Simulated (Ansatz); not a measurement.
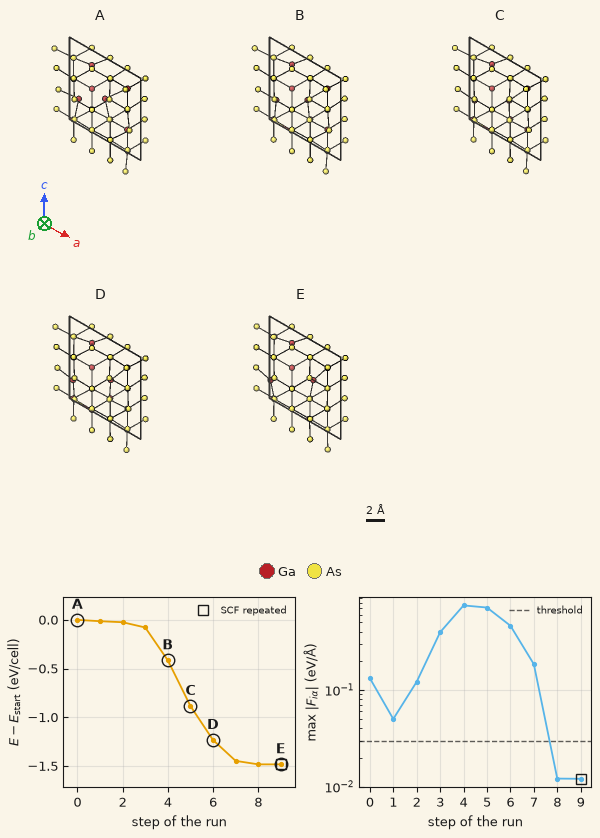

Frames of a relaxation of a defect cell of composition Ga$_{16}$As$_{15}$ (cell charge +3), marked on the history of the run. The picture is a ball-and-stick view of the cell of the calculation (origin shifted), seen along the b axis.

Computed with DFT PBEsol, scalar-relativistic, plane waves, PAW in Ansatz 0.2.0. Set-up: plane-wave cutoff 420 eV; k-point mesh 2 × 2 × 2; occupations gaussian; smearing width 0.02 eV; mesh shifted by (0.5, 0.5, 0.5); collinear spin; atoms relaxed in a fixed cell; force threshold 0.03 eV/Å; at most 40 steps.

What happens along the run?

Over 8 accepted moves (9 points after the start) the energy falls by 1.483 eV per cell of the calculation. Largest force component: 0.13 eV/Å at the start, 0.012 eV/Å at the end. 1 step only repeated the SCF at the same geometry. A Ga atom moves most: 1.00 Å roughly along [3 1 1]. By element the largest moves are Ga 1.00 Å, As 0.29 Å. The lattice vectors keep their values. Among the contacts that change: As–Ga 2.627 → 2.392 Å, As–Ga 2.511 → 2.390 Å, As–Ga 2.474 → 2.411 Å, As–Ga 2.509 → 2.456 Å. Among the angles between lasting bonds that change: Ga–As–Ga 119.8° → 96.9°, As–Ga–As 96.2° → 118.2°, As–Ga–As 96.7° → 118.2°. The program noted that the starting moments weren't kept. The run took 8.9 min on 8 threads of Arm Neoverse V2, with other jobs on the host, peak memory 6.4 GiB. From step 0 to 4: a Ga atom moves most (0.34 Å), energy −0.416 eV per cell of the calculation. From step 4 to 5: Ga atoms move most (0.19 Å), energy −0.468 eV per cell of the calculation. From step 5 to 6: Ga atoms move most (0.20 Å), energy −0.349 eV per cell of the calculation. From step 6 to 9: Ga atoms move most (0.29 Å), energy −0.249 eV per cell of the calculation.

```json
{"step": "0", "E − E(0), meV/atom": "0.00", "largest force component, eV/Å": "0.1326", "note": ""}
{"step": "1", "E − E(0), meV/atom": "-0.45", "largest force component, eV/Å": "0.0501", "note": ""}
{"step": "2", "E − E(0), meV/atom": "-0.78", "largest force component, eV/Å": "0.1217", "note": ""}
{"step": "3", "E − E(0), meV/atom": "-2.52", "largest force component, eV/Å": "0.3957", "note": ""}
{"step": "4", "E − E(0), meV/atom": "-13.41", "largest force component, eV/Å": "0.7497", "note": ""}
{"step": "5", "E − E(0), meV/atom": "-28.52", "largest force component, eV/Å": "0.7127", "note": ""}
{"step": "6", "E − E(0), meV/atom": "-39.79", "largest force component, eV/Å": "0.4622", "note": ""}
{"step": "7", "E − E(0), meV/atom": "-46.68", "largest force component, eV/Å": "0.1850", "note": ""}
{"step": "8", "E − E(0), meV/atom": "-47.83", "largest force component, eV/Å": "0.0121", "note": ""}
{"step": "9", "E − E(0), meV/atom": "-47.83", "largest force component, eV/Å": "0.0121", "note": "same geometry, SCF repeated"}
```

Limits of the set-up: the cell is charged, on a uniform background, and energies carry no finite-size correction.
